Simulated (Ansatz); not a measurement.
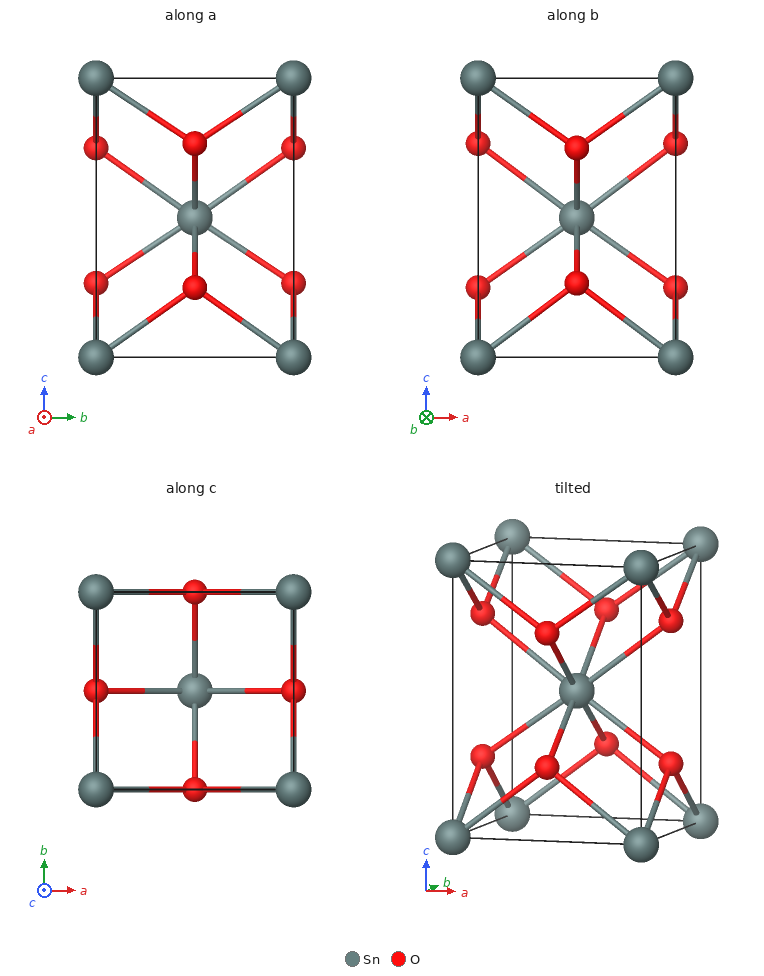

Ball-and-stick model, viewed along the a axis, along the b axis, along the c axis and slightly off an axis. The edges of the conventional unit cell are marked.

Lattice parameters: a = 3.596 Å, b = 3.596 Å, c = 5.085 Å, α = 90.00°, β = 90.00°, γ = 90.00°. Put a along x and b in the xy plane.

Q: Convert the drawing into a POSCAR file, with free fractional coordinates to two decimals.

A:
```
Sn O
1.0
     3.596    0.000    0.000
     0.000    3.596    0.000
     0.000    0.000    5.085
Sn O
2 4
Direct
  0.00 0.00 0.00
  0.50 0.50 0.50
  0.50 0.00 0.75
  0.50 0.00 0.27
  0.00 0.50 0.25
  0.00 0.50 0.77
```

Starting structure: a structure type filled with these elements by a generator (whether the compound takes this form wasn't checked). The cell was then strained or its atoms displaced on purpose. A calculation with Ansatz used it as input.

At this level of theory the cell isn't at rest (forces up to 0.8 eV/Å), so its distances can differ from those at equilibrium, the more so the softer the solid.
